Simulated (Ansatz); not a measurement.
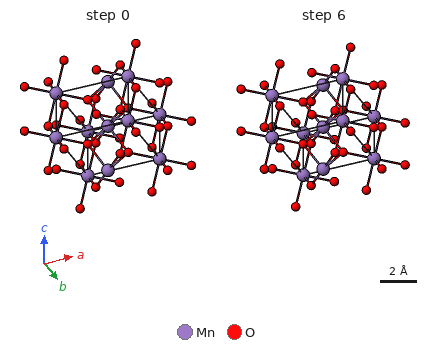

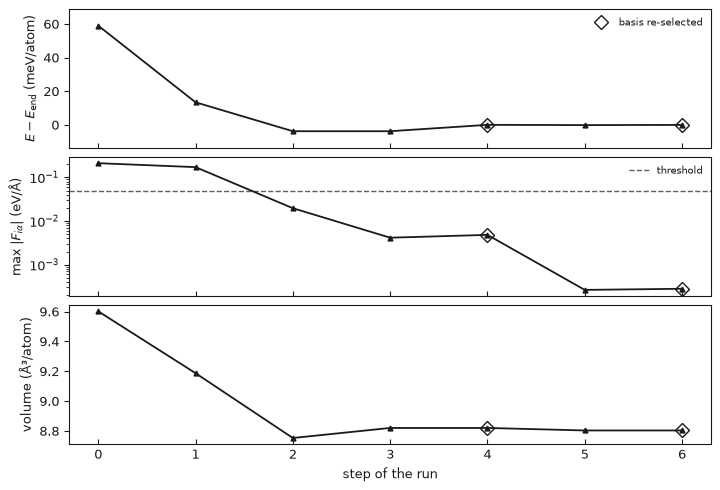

First and last geometry of a relaxation of a crystal of MnO2 (a generated structure, set up in P4_2/mnm) (coarse preliminary run), with the history of the run. A ball-and-stick model of the cell of the calculation, seen from a free direction.

Case: Hf → Mn on all its sites, cell and atoms relaxed.

The calculation used Ansatz 0.2.0, DFT LDA, scalar-relativistic, plane waves, PAW. (plane-wave cutoff 420 eV; k-point mesh 4 × 4 × 6; occupations gaussian; smearing width 0.1 eV; collinear spin; cell and atoms relaxed; force threshold 0.05 eV/Å; at most 60 steps)

Q: What do the curves and the structures tell?

A: It converged. The largest moves relative to the cell, 0.007 Å, are those of O atoms. Mn stays in place. The drawn cell changes as follows: a = b 4.424 → 4.352 Å (−1.6 %), c 2.943 → 2.789 Å (−5.3 %); the volume changes by −8.3 %. Some distances before and after: Mn–O 1.912 → 1.845 Å, Mn–O 1.908 → 1.869 Å. Among the angles between lasting bonds that change: O–Mn–O 79.4° → 81.8°, O–Mn–O 100.6° → 98.2°, Mn–O–Mn 100.6° → 98.2°. The space group stays P4_2/mnm (No. 136). The energy falls by 59.0 meV per atom in 4 accepted moves (6 points after the start). The largest force component goes from 0.21 to 0.00028 eV/Å. Pressure: −19.17 GPa at the start and 0.03 GPa at the end. At 2 points the geometry stayed and the basis and grid were re-selected for the new cell (energy shift of 3.8 meV per atom at most each time). The run may lie on a higher electronic state than the lowest, so the end point isn't shown to be the ground-state structure.

```json
{"step": "0", "E − E(0), meV/atom": "0.00", "largest force component, eV/Å": "0.2117", "pressure, GPa": "-19.17", "volume, Å³/atom": "9.602", "note": ""}
{"step": "1", "E − E(0), meV/atom": "-45.58", "largest force component, eV/Å": "0.1720", "pressure, GPa": "-10.18", "volume, Å³/atom": "9.188", "note": ""}
{"step": "2", "E − E(0), meV/atom": "-62.79", "largest force component, eV/Å": "0.0197", "pressure, GPa": "1.96", "volume, Å³/atom": "8.753", "note": ""}
{"step": "3", "E − E(0), meV/atom": "-62.79", "largest force component, eV/Å": "0.0041", "pressure, GPa": "0.36", "volume, Å³/atom": "8.820", "note": ""}
{"step": "4", "E − E(0), meV/atom": "-59.00", "largest force component, eV/Å": "0.0048", "pressure, GPa": "-0.39", "volume, Å³/atom": "8.820", "note": "same geometry, new basis"}
{"step": "5", "E − E(0), meV/atom": "-59.15", "largest force component, eV/Å": "0.0003", "pressure, GPa": "0.04", "volume, Å³/atom": "8.804", "note": ""}
{"step": "6", "E − E(0), meV/atom": "-59.04", "largest force component, eV/Å": "0.0003", "pressure, GPa": "0.03", "volume, Å³/atom": "8.804", "note": "same geometry, new basis"}
```
